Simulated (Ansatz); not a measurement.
**Si$_{2}$W: density, localisation and related maps**

The calculation's input:

```
crystal:
  lattice:
    - [4.6168523821, 0.0, 0.0]
    - [-2.3084261911, 3.9983114484, 0.0]
    - [0.0, 0.0, 6.653222]
  atoms:
    - { symbol: W, position: [0.5, 0.0, 0.5] }
    - { symbol: W, position: [0.5, 0.5, 0.8333333333] }
    - { symbol: W, position: [0.0, 0.5, 0.1666666667] }
    - { symbol: Si, position: [0.327252, 0.163626, 0.1666666667] }
    - { symbol: Si, position: [0.836374, 0.163626, 0.8333333333] }
    - { symbol: Si, position: [0.163626, 0.327252, 0.5] }
    - { symbol: Si, position: [0.672748, 0.836374, 0.1666666667] }
    - { symbol: Si, position: [0.163626, 0.836374, 0.8333333333] }
    - { symbol: Si, position: [0.836374, 0.672748, 0.5] }
hamiltonian:
  xc: r2scan
  pseudopotentials: { kind: paw }
kpoints:
  mp_grid: { grid: [7, 7, 4] }
  band_path:
    path:
      - [[0.0, 0.0, 0.0], [0.5, 0.0, 0.0], [0.3333333333, 0.3333333333, 0.0], [0.0, 0.0, 0.0], [0.0, 0.0, 0.5], [0.5, 0.0, 0.5], [0.3333333333, 0.3333333333, 0.5], [0.0, 0.0, 0.5]]
      - [[0.5, 0.0, 0.5], [0.5, 0.0, 0.0]]
      - [[0.3333333333, 0.3333333333, 0.0], [0.3333333333, 0.3333333333, 0.5]]
    npoints: 10
scf:
  occupations: { method: fermi_dirac, width: 0.05 }
  n_extra_bands: 22
output:
  forces: true
  stress: true
  eigenvalues: true
  fatbands: true
  write_density: true
  write_potential: true
  elf: true
  volumetric_format: npy
```

Command:

```sh
ansatz run input.yaml --threads 4 --pin off --max-ram 11264MiB --backend cpu --events-out ev --progress --plain --runs-dir out
```

Below, planes, directions and counts refer to the conventional cell (a = 4.62 Å, b = 4.62 Å, c = 6.65 Å, α = 90.00°, β = 90.00°, γ = 120.00°).

Space group P6₂22; a structure from a database of computed crystals, not necessarily the ambient phase; computed pressure about −5 GPa in this cell.

These are results of Kohn-Sham DFT of a periodic cell, r2SCAN, Ansatz PAW (Ansatz), not measurements.

The density is the valence pseudo-density of a PAW calculation; it isn't the true density close to the nuclei.

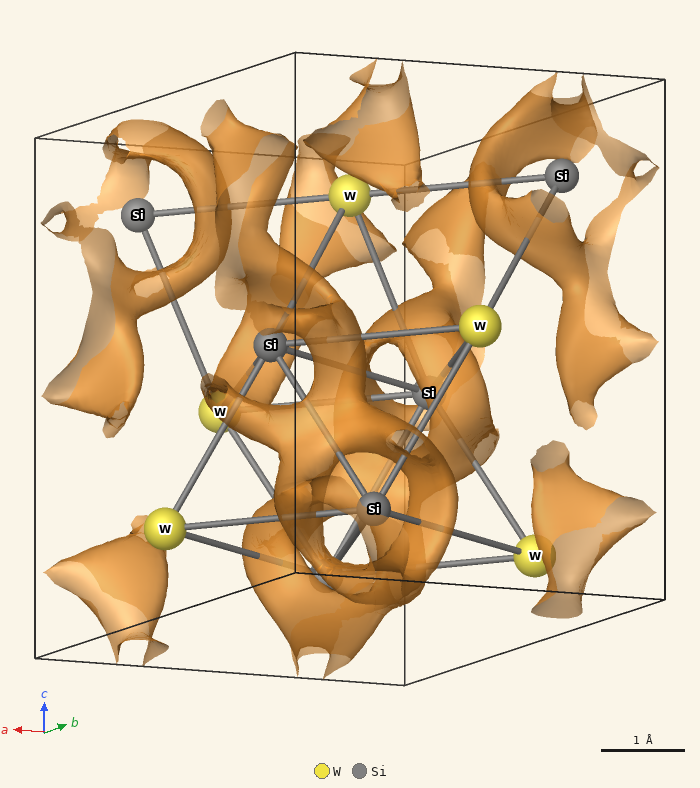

Figure 1. Isosurface of the electron localisation function at 0.65 (orange), seen at an oblique angle. Core shells and regions of very low density are left out. Sticks mark near contacts.

What do the ELF domains correspond to?

Answer. The surface consists of channels that run through the cell in one direction, counted in one cell of 9 atoms. Regions shared between cells count once. Profiles from the grid: Si–Si (2.57 Å): the ELF peaks at about 0.70 between the atoms. Si–W (2.59 Å): the ELF peaks at about 0.75 in the valence shell of Si, 0.9 Å from its nucleus, and is about 0.45 at the midpoint.

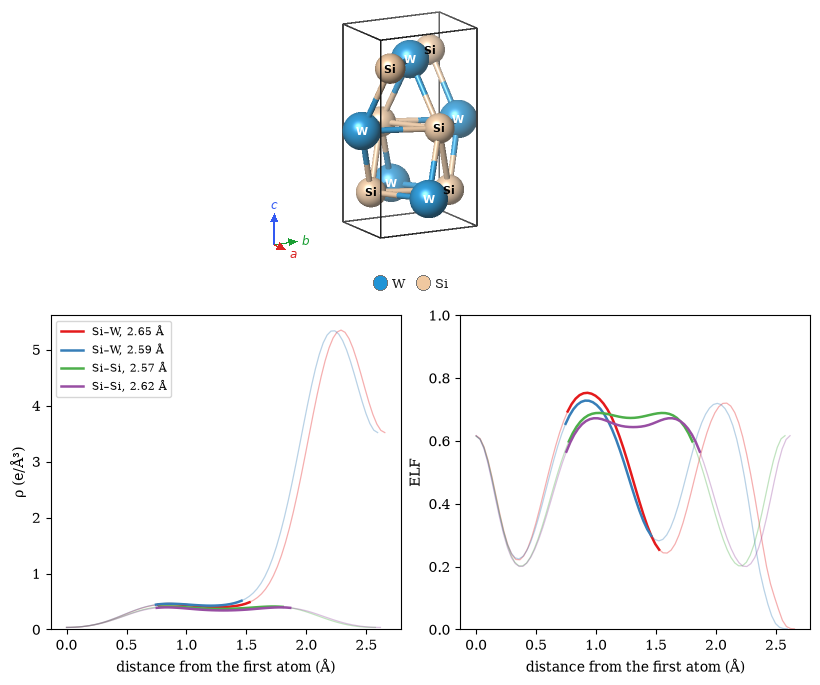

Figure 2. Valence pseudo-density and electron localisation function along straight lines between neighbouring atoms. Thin, pale parts lie inside the atomic spheres. The structure is drawn too.

What can be read from the curves?

Answer. Si–W (2.65 Å): ρ at the midpoint is about 0.4 e/Å³; the ELF peaks at about 0.75 in the valence shell of Si, 0.9 Å from its nucleus, and is about 0.45 at the midpoint.
Si–W (2.59 Å): ρ at the midpoint is about 0.43 e/Å³; the ELF peaks at about 0.75 in the valence shell of Si, 0.9 Å from its nucleus, and is about 0.45 at the midpoint.
Si–Si (2.57 Å): ρ is about 0.37 e/Å³ halfway; the ELF peaks at about 0.70 between the atoms.
Si–Si (2.62 Å): ρ is about 0.34 e/Å³ halfway; the ELF peaks at about 0.65 between the atoms.

Does the calculation make it a metal, or give it a gap?

Answer. It is gapped, with a Kohn–Sham gap of 0.33 eV on the k-point mesh, an upper bound to the gap of this method.
